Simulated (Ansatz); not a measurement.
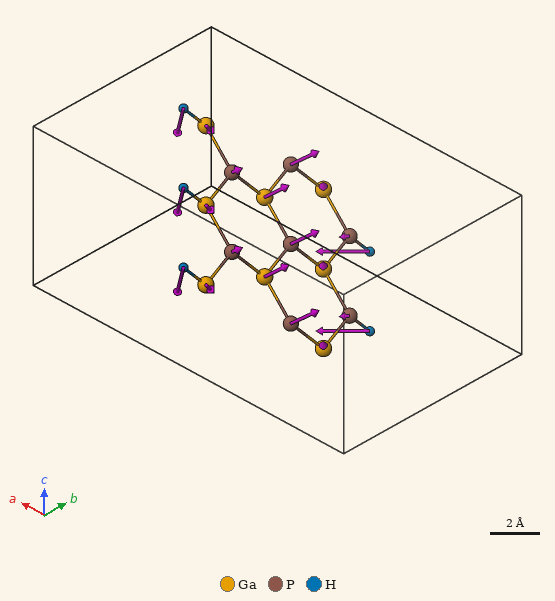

A relaxation of a wire of composition Ga₃P₃H₂. The starting structure is drawn; purple arrows show the displacements (the part carried along by the change of the cell is left out), at their true length.

The picture is a ball-and-stick view of the 2 repeat of the cell, with the vacuum cut short, seen from a free direction.

Case: zigzag ribbon, 3 formula units a period, edges capped with H, edge spins opposed.

The calculation used DFT PBE, scalar-relativistic, plane waves, PAW (Ansatz).

Input file:
```yaml
crystal:
  lattice:
    - [19.8, 0.0, 0.0]
    - [0.0, 9.7, 0.0]
    - [0.0, 0.0, 3.8973775408]
  atoms:
    - { symbol: Ga, position: [0.3542106767, 0.480276937, 0.0] }
    - { symbol: Ga, position: [0.5246767352, 0.480276937, 0.5] }
    - { symbol: Ga, position: [0.6951427937, 0.480276937, 1.0], spin: -1.0 }
    - { symbol: P, position: [0.2973886571, 0.519723063, 0.5], spin: 1.0 }
    - { symbol: P, position: [0.4678547157, 0.519723063, 1.0] }
    - { symbol: P, position: [0.6383207742, 0.519723063, 0.5] }
    - { symbol: H, position: [0.7733136084, 0.5074102195, 1.0] }
    - { symbol: H, position: [0.2266863916, 0.4951821324, 0.5] }
basis:
  ecutwfc: 420
kpoints:
  mp_grid: { grid: [1, 1, 14] }
hamiltonian:
  xc: pbe
scf:
  occupations: { method: gaussian, width: 0.05 }
output:
  forces: true
  stress: true
  eigenvalues: true
  populations: true
  write_density: true
  write_potential: true
  elf: true
  volumetric_format: npy
magnetization:
  spin_polarized: true
relax:
  adjacent_minimum: "off"
  f_tol: 0.02
  max_steps: 45
  cell: { fix: [a, b, alpha, beta, gamma], stress_tol: 0.03 }
```

Launched with:
```bash
ansatz run input.yaml --threads 4 --pin off --max-ram 11264MiB --backend cpu --events-out ev --progress --plain --runs-dir out
```

> Atoms of which element are displaced furthest, and by how much?

Hydrogen: up to 2.24 Å, against 1.55 Å for phosphorus.

> What did the optimiser do to the structure, and how much energy did it gain?

H8 moves most relative to the centre of the atoms: 2.24 Å. Largest moves by element: H 2.24 Å, P 1.55 Å, Ga 1.37 Å. Along the periodic axis the drawn cell goes c 7.795 → 7.653 Å (−1.8 %). Near-neighbour distances that change, for instance: Ga1–P4 2.282 → 2.322 Å, Ga2–P5 2.282 → 2.314 Å, Ga1–P5 2.282 → 2.305 Å, Ga2–P6 2.282 → 2.291 Å. Bond angles that change, for instance: Ga1–P4–H8 117.2° → 100.8°, Ga1–P5–Ga2 117.2° → 102.6°, Ga2–P6–Ga3 117.2° → 108.4°. Over 20 accepted moves (22 points after the start) the energy falls by 0.436 eV per cell of the calculation. Largest force component: 0.46 eV/Å at the start, 0.0061 eV/Å at the end. The line search rejected the trial step at point 6 of the run. The SCF was repeated once at an unchanged geometry on a basis and grid sized afresh for the cell, which shifted the energy by 0.9 meV per cell of the calculation at most. The program noted that the starting moments weren't kept. Cost: 14 min on 4 threads of AMD EPYC 7R43 64-Core Processor (Zen 3) (shared host), peak memory 1.5 GiB.
